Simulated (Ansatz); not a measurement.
**Run report: ZnSe, band-structure calculation**

The run: band-structure calculation of ZnSe (F-43m, 2 atoms in the cell). Method and program: DFT LDA, scalar-relativistic, plane waves, PAW, no spin polarisation (Ansatz 0.2.0).

The structure was made by a generator, so it may or may not be a known phase. Figures and captions count atoms from 1; the log counts them from 0 in places.

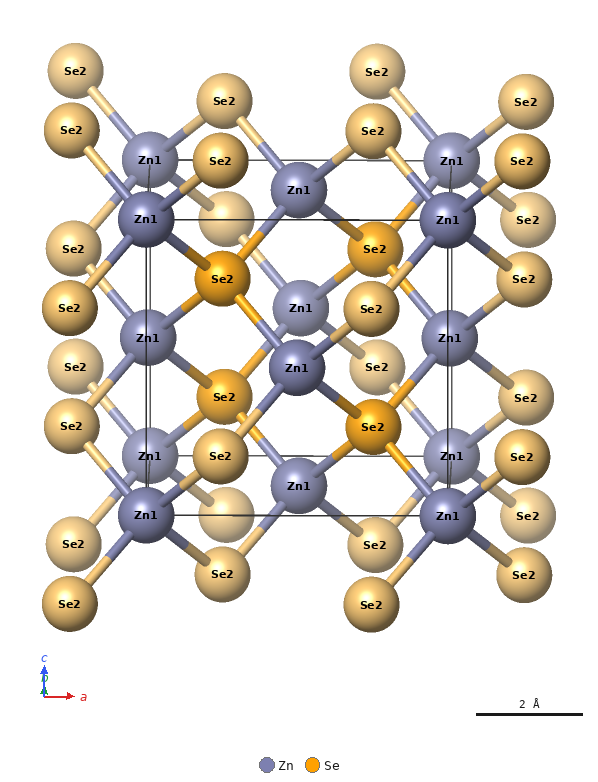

Fig. 1: The structure (ball-and-stick view of the cell 4 times as large as that of the calculation, set on its symmetry axes, seen at an oblique angle; neighbours outside the cell are drawn fainter; atoms are numbered from 1 in the order of the input). An atom can appear more than once, as a periodic image.

Input
```yaml
crystal:
  lattice:
    - [0.0, 2.8659201419, 2.8659201419]
    - [2.8659201419, 0.0, 2.8659201419]
    - [2.8659201419, 2.8659201419, 0.0]
  atoms:
    - { symbol: Zn, position: [0.0, 0.0, 0.0] }
    - { symbol: Se, position: [0.25, 0.25, 0.25] }
basis:
  ecutwfc: 420
kpoints:
  mp_grid: { grid: [8, 8, 8] }
  band_path:
    path:
      - [[0.0, 0.0, 0.0], [-0.5, -0.5, 0.0], [-0.375, -0.375, 0.25]]
      - [[-0.375, 0.0, 0.375], [0.0, 0.0, 0.0], [0.0, 0.0, 0.5], [-0.5, -0.25, 0.25], [-0.5, -0.5, 0.0]]
    npoints: 14
hamiltonian:
  xc: lda
scf:
  occupations: { method: gaussian, width: 0.02 }
  n_extra_bands: 6
output:
  forces: true
  stress: true
  eigenvalues: true
  populations: true
  dos: { projected: true, de: 0.02, nscf_kmesh: { grid: [12, 12, 12] } }
  bader: true
  write_density: true
  write_potential: true
  elf: true
  volumetric_format: npy
```

Hardware: 1 thread of Arm Neoverse V1, 24 GiB of memory available, shared host.

Launched with:
```bash
ansatz run input.yaml --threads 1 --pin off --max-ram 2560MiB --backend cpu --events-out ev --progress --plain --runs-dir out
```

What the program printed
```
scf.n_extra_bands = 6 over 14 filled bands (N_el = 28.0): the run solves 20 bands
Engine: ansatz 0.2.0, aarch64-unknown-linux-gnu
Pseudopotentials: kind: paw
Pseudopotential: Zn, paw, valence charge 12, recommended cutoff 420 eV (normal), Zn.paw.azcp
Pseudopotential: Se, paw, valence charge 16, recommended cutoff 420 eV (normal), Se.paw.azcp
Functional definition: SPW92
  exchange = slater_x
  correlation = pw_c
Crystal: 2 atoms, lattice volume = 47.078 Å³
Basis set: ecut = 420 eV, 941 PW (Γ)
Bands: 20, of which v1, the nominal top of the filled ones, is band 14 counted from 1 (13 counted from 0)
Symmetry: 24 space group operations
Space group: F-43m (ITA 216), of the structure as read, at distance tolerance 3.6e-5 Å
k-points: 29 of 512 (time reversal used)
Non-local potential: Zn, projectors of the file, l = 0: 2, l = 1: 2, l = 2: 3, l = 3: 1
Non-local potential: Se, projectors of the file, l = 0: 2, l = 1: 2, l = 2: 3, l = 3: 1
PAW form: soft (Blöchl's): semilocal exchange-correlation on the pseudo side does not see the compensation charge
PAW frozen core: Zn, regenerated for the run's functional, and the local potential with it (the file was generated under x = pbe(κ = 0.804, μ = 0.2195149727645171), c = pbe(β = 0.06672455060314922))
PAW frozen core: Se, regenerated for the run's functional, and the local potential with it (the file was generated under x = pbe(κ = 0.804, μ = 0.2195149727645171), c = pbe(β = 0.06672455060314922))
PAW one-centre angular grid: Zn, 590 points (default); XC on 64 Gauss nodes
PAW one-centre angular grid: Se, 590 points (default); XC on 64 Gauss nodes
Initial density: superposition of atomic densities (neutral atoms: chi_scale 0, normalization atom), corrected by the library's trained network
Initial wavefunctions: pseudopotential atomic-orbital guess
Functional: x = slater, c = lda
SCF iter   1: F=—  HF=-8630.784697 eV  |F-HF|=—  |Δ(HF+E_count)|=         —  Δρ=5.27e-3  dr2=8.47e-3  ethr=1.77e-3  ⟨swp⟩=6.0  Hψ=2957  notcnv=0
preconditioner: auto → none  [insulator: Δε(μ)=0.858 eV  Ē_g=13.375 eV  σ=0.020 eV  W_gap=1.00  n_scr=14 (ndim 8)  ℏωp=23.0 eV  f_vac=0.132  D(μ)=0.00/eV (n_scr^D=0)  ε∞_Penn≈3.9]
SCF iter   2: F=—  HF=-8630.782098 eV  |F-HF|=—  |Δ(HF+E_count)|=   2.60e-3  Δρ=2.05e-3  dr2=9.18e-4  ethr=3.02e-5  ⟨swp⟩=2.0  Hψ=1178  notcnv=0  defer=42
SCF iter   3: F=—  HF=-8630.781996 eV  |F-HF|=—  |Δ(HF+E_count)|=   1.02e-4  Δρ=1.23e-3  dr2=3.09e-4  ethr=3.28e-6  ⟨swp⟩=2.0  Hψ=859  notcnv=0  defer=42
SCF iter   4: F=—  HF=-8630.781943 eV  |F-HF|=—  |Δ(HF+E_count)|=   5.31e-5  Δρ=3.27e-4  dr2=4.80e-5  ethr=1.10e-6  ⟨swp⟩=2.0  Hψ=785  notcnv=0  defer=42
SCF iter   5: F=—  HF=-8630.781917 eV  |F-HF|=—  |Δ(HF+E_count)|=   2.60e-5  Δρ=2.17e-5  dr2=3.20e-7  ethr=1.71e-7  ⟨swp⟩=2.0  Hψ=770  notcnv=0  defer=42
SCF iter   6: F=-8630.781917 eV  HF=-8630.781917 eV  |F-HF|=9.68e-10  |Δ(HF+E_count)|=   7.71e-8  Δρ=4.92e-6  dr2=6.71e-9  ethr=3.57e-10  ⟨swp⟩=11.0  Hψ=3906  notcnv=0
SCF 1 converged in 6 iterations: F = -8630.781917 eV  dr2 = 6.71e-9
  greatest PAW one-centre occupation: 1.000 electrons in one spin orbital (limit 2), on the Se atom at site 1 (counted from 0), in its partial waves of l = 2
```

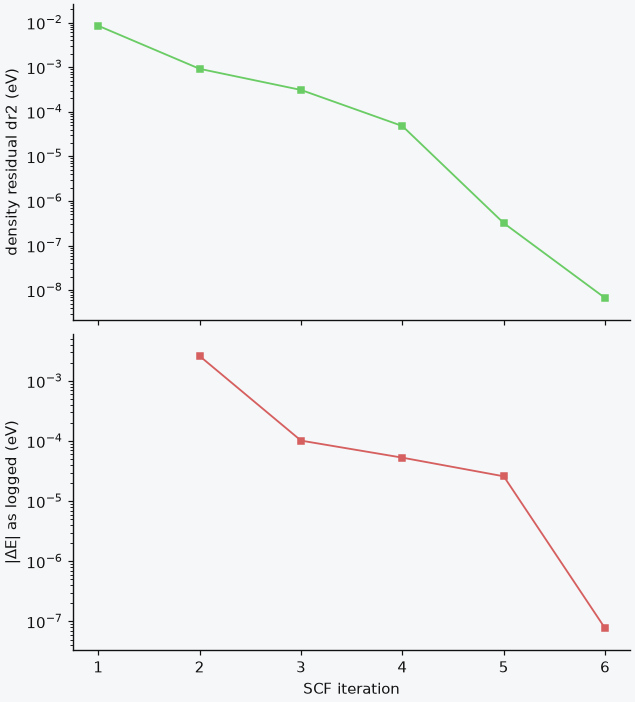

Fig. 2: Convergence of the self-consistent field: density residual dr2 and size of the energy change against the SCF iteration. The residual falls at every step.

```
NSCF: frozen V_eff on 86 k-points
NSCF: frozen V_eff on 72 k-points
SCF converged after 6 iterations
Free energy (F): -8630.781917 eV
Harris-Foulkes:  -8630.781917 eV  (|F-HF|=9.68e-10)
Internal energy: -8630.781917 eV  (E = F + TS)
E sigma→0 (E₀):  -8630.781917 eV
Fermi energy:    6.449867 eV
--- Per-component energies (eV) ---
  E_band       = -404.298667
  E_kinetic    = 249.982979
  E_local      = -4454.261244  (includes V_loc(G=0)·N_el)
  E_nonlocal   = 28.097659
  E_hartree    = 2054.416392
  E_xc         = -238.395852
  E_vxc        = -151.132949  (∫ρ·V_xc dr)
  E_paw        = -3583.947850  (= ΣΔE_a)
  E_vpaw       = -185.820758  (= ΣTr[D̂ρ^β])
  E_aug_tail   = -0.000950  (compensation charges beyond the density's cutoff)
  E_ewald      = -2690.447554
  E_core_change = 3.774504  (= ΣΔE_core)
  E_smearing   = -0.000000  (= −TS)
  E_closure    = -0.000000  (closes the sum)
  Σ components = -8630.781917   (vs F -8630.781917, Δ=0.00e0)
--- Forces (eV/Å), atoms counted from 1 ---
  atom   1  Zn     0.00000000    -0.00000000     0.00000000
  atom   2  Se    -0.00000000     0.00000000     0.00000000
  max |Σ_I F_I| component: 1.94e-16 eV/Å
--- Stress (GPa, compression-positive) ---
       -5.130062       0.000000      -0.000000
       -0.000000      -5.130062       0.000000
       -0.000000       0.000000      -5.130062
  P = ⅓ Tr σ = -5.1301 GPa (-51.301 kbar)
--- Band table (eV; the first three rows and the last of 29) ---
  k-point 0: bands = ["-40.9873", "-40.9873", "-40.9873", "-40.9833", "-40.9833", "-7.1105", "-0.5421", "-0.5421", "-0.5421", "-0.2114", "-0.2114", "6.0001", "6.0001", "6.0001", "6.8991", "11.7224", "11.7224", "11.7224", "15.5005", "17.4339"]
  k-point 1: bands = ["-40.9873", "-40.9873", "-40.9873", "-40.9833", "-40.9833", "-7.0162", "-0.5334", "-0.5277", "-0.5277", "-0.2127", "-0.2127", "4.6345", "5.8560", "5.8560", "7.9592", "11.6082", "11.9652", "11.9652", "16.3868", "16.6082"]
  k-point 2: bands = ["-40.9873", "-40.9872", "-40.9872", "-40.9833", "-40.9833", "-6.7723", "-0.4961", "-0.4961", "-0.4751", "-0.2113", "-0.2113", "2.9661", "5.5473", "5.5473", "8.4700", "12.3044", "12.3332", "12.3332", "16.3538", "16.3538"]
  k-point 28: bands = ["-40.9872", "-40.9872", "-40.9870", "-40.9833", "-40.9832", "-6.1253", "-0.4291", "-0.3587", "-0.2388", "-0.2351", "0.0633", "1.4146", "3.3376", "3.4591", "11.2853", "11.3422", "12.7286", "13.5646", "17.2570", "19.5877"]
--- Löwdin populations: 2 sites ---
  site symbol       q [e]
     0     Zn     10.7931
     1     Se     17.0071
  spilling = 0.007138 (of n_electrons = 28.000000)
--- Bader charges: 2 sites ---
  site symbol  charge [e]  shift [e]
     0     Zn      0.6795     0.0008
     1     Se     -0.6795     0.0008
  estimated error of the sums over rays = 2.8e-4 e
```

File bader_charges.tsv
```
# site	symbol	x_ang	y_ang	z_ang	partial_charge_e	electrons	volume_ang3	relative_density_drop	shared_charge_e	partial_wave_shift_e
# quadrature_error_electrons = 2.8e-4
0	Zn	0.0000	0.0000	0.0000	0.67951	29.32049	16.21	-	0.67951	0.00080
1	Se	1.4330	1.4330	1.4330	-0.67951	34.67951	30.87	-	-0.67951	0.00080
```

File populations.tsv
```
# site	symbol	l	j	q
# orbitals = lowdin
# n_electrons = 28.000000
# spilling = 0.007138
0	Zn	0_4S	-	0.810832
0	Zn	2_3D	-	9.982245
1	Se	0_4S	-	1.897763
1	Se	1_4P	-	5.109414
1	Se	2_3D	-	9.999881
```

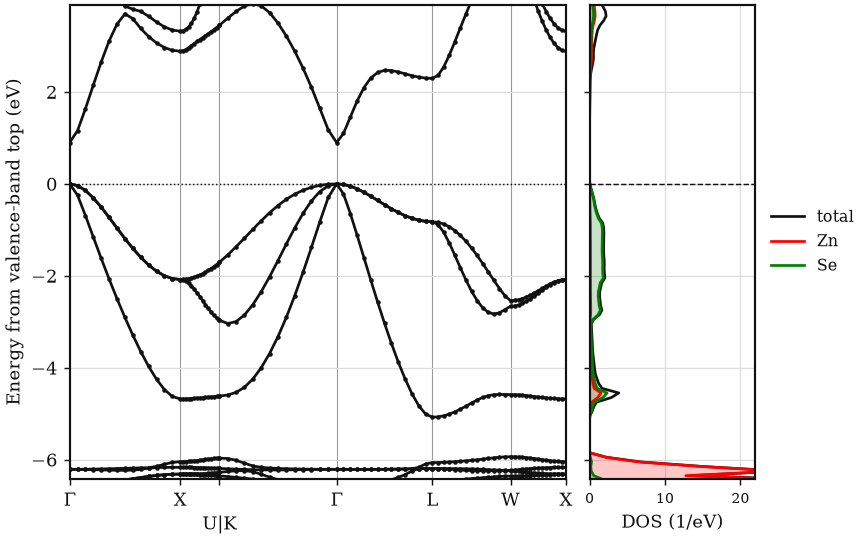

Fig. 3: Band structure along Γ–X–U|K–Γ–L–W–X and density of states (projected on Löwdin-orthogonalised atomic shells), with energies from the valence-band top. There is a gap of 0.90 eV on this path, direct, at Γ.

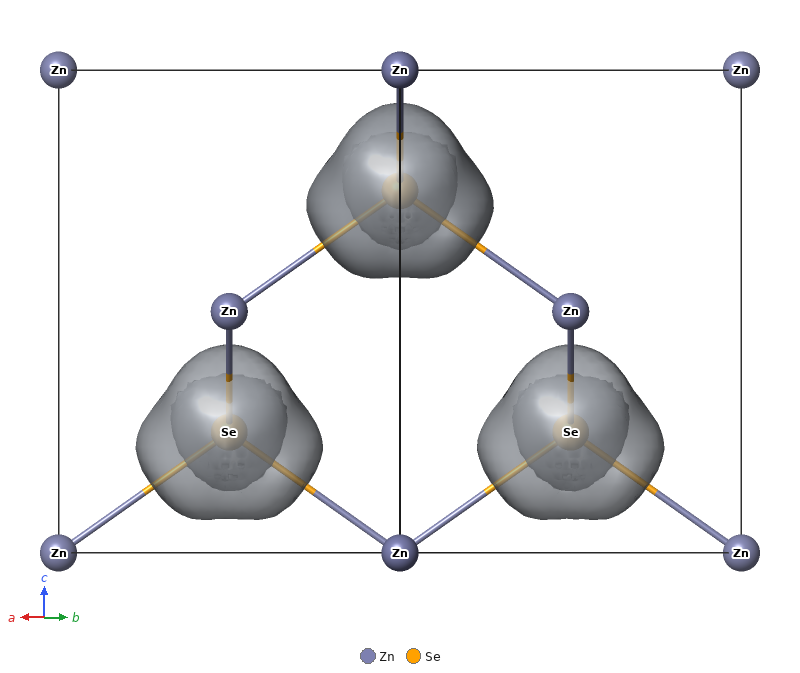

Fig. 4: Isosurface of the ELF at 0.75 (grey), seen along [110]. Only the valence region is drawn (cores and ρ < 0.01 e/Å³ removed). Sticks mark near contacts. The outline is the cell set on symmetry axes. Along the contacts the grid gives the following. Zn–Se (2.48 Å): the ELF is about 0.60 at the midpoint. Core electrons are frozen (PAW), so the fields are smoothed inside the atomic spheres.

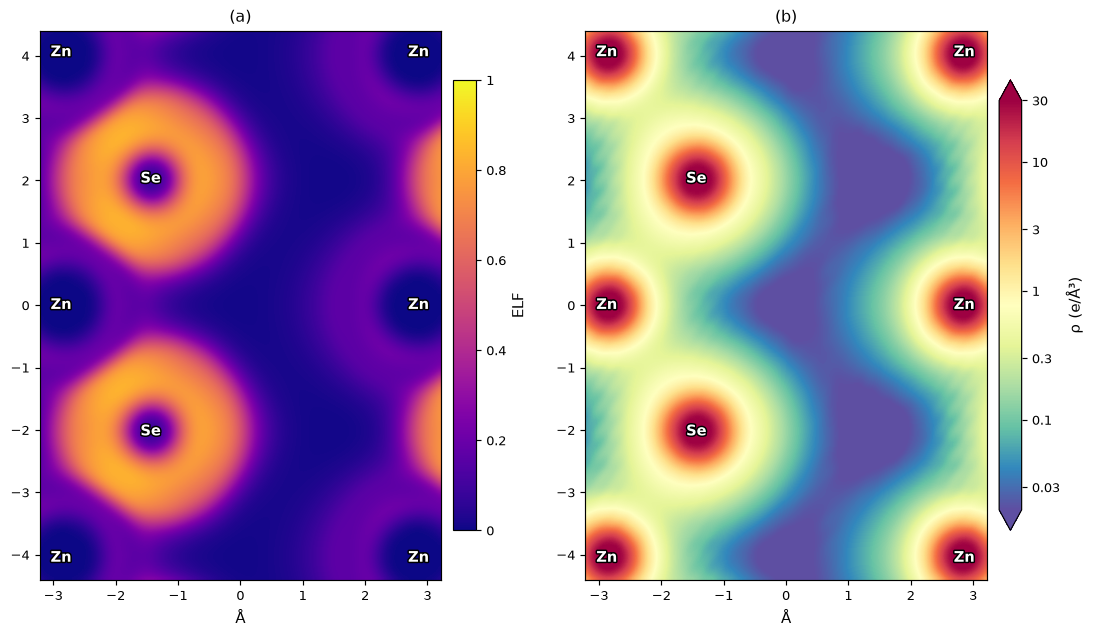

Fig. 5: (a) electron localisation function; (b) valence pseudo-density on the (110) plane of the conventional cell. Atoms in the plane: Zn and Se. Zn–Se (2.48 Å): ρ at the midpoint is about 0.44 e/Å³; the ELF is about 0.60 at the midpoint. Away from the nuclei the density in this plane falls to 0.01 e/Å³ at its lowest.

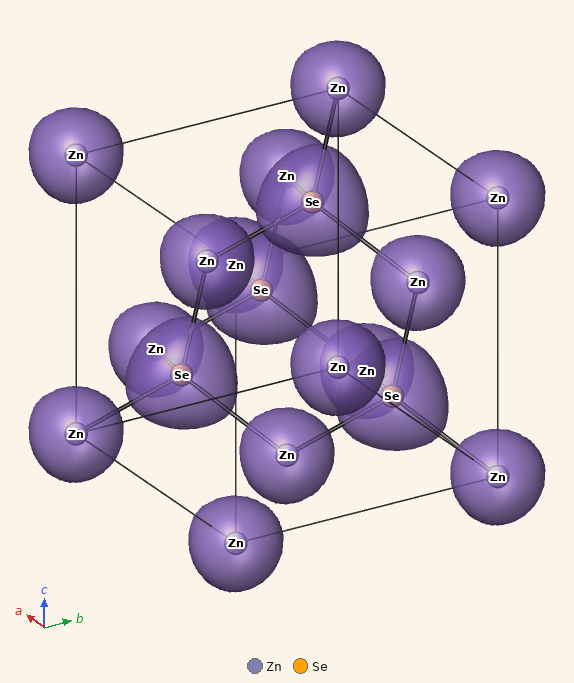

Fig. 6: Isosurface of the valence electron density at 0.5 e/Å³ (purple), seen at an oblique angle. Sticks mark near contacts. The outline is the cell set on symmetry axes. At this value the density breaks into separate islands; it holds about 80 % of the electrons treated as valence. It is pinched off along the Zn–Se (2.48 Å) contacts. On the grid the lowest density along these lines, outside the cores, is 0.41 e/Å³ (Zn–Se, 2.48 Å).

Results in brief

- outcome: converged
- space group (tolerance 0.01 Å): F-43m (216)
- electrons treated: 28
- free energy: −8630.7819 eV
- Fermi energy: 6.450 eV
- gap on the k-point mesh: 0.90 eV
- gap on the band path: 0.90 eV
- pressure: −5.13 GPa
- largest force (length of the vector): under 0.001 eV/Å
- wall time: 29 s
- peak memory: 0.32 GiB

Remarks

The cell is under a tension of 5.1 GPa at this level, so it is not at its equilibrium volume.
